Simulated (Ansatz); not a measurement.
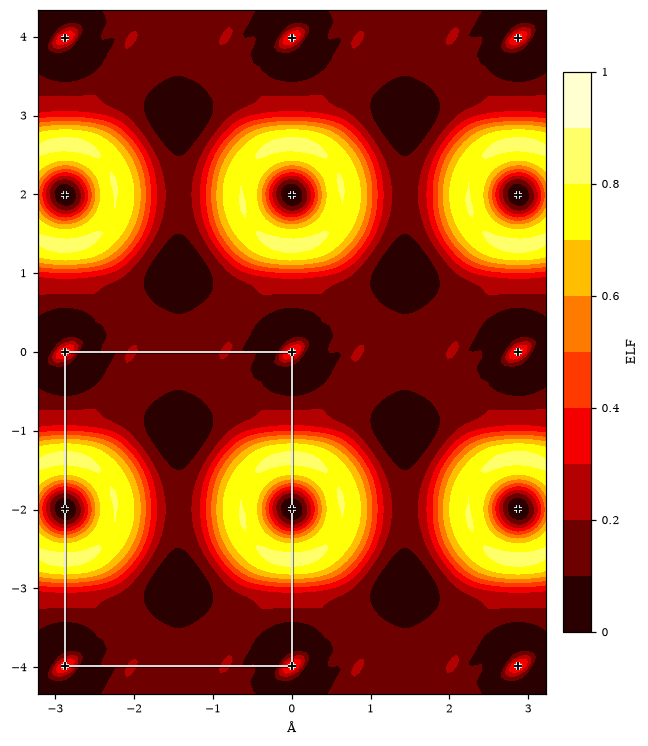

The electron localisation function on a plane through atoms (crosses mark nuclei in the plane).

Level of theory: DFT, PBE, PAW with Ansatz's default frozen-core files, scalar-relativistic (Ansatz).

Candidates:
A. Ni, a = 3.46 Å, b = 3.46 Å, c = 3.46 Å, α = 90.00°, β = 90.00°, γ = 90.00°. Space group Fm-3m; computed pressure about 11 GPa in this cell; spin-polarised.
B. GaN, a = 2.87 Å, b = 2.87 Å, c = 3.98 Å, α = 90.00°, β = 90.00°, γ = 90.00°. Space group I4/mmm; changed on purpose from its base cell (equal xx and yy strain of +2 %, PAW files); computed pressure about 51 GPa in this cell.

Which candidate gave the map?

Answer. Candidate B: GaN on the (100) plane of the conventional cell, which holds Ga and N. Ga–N (1.99 Å): the ELF peaks at about 0.80 in the valence shell of N, 0.6 Å from its nucleus, and is about 0.40 at the midpoint.
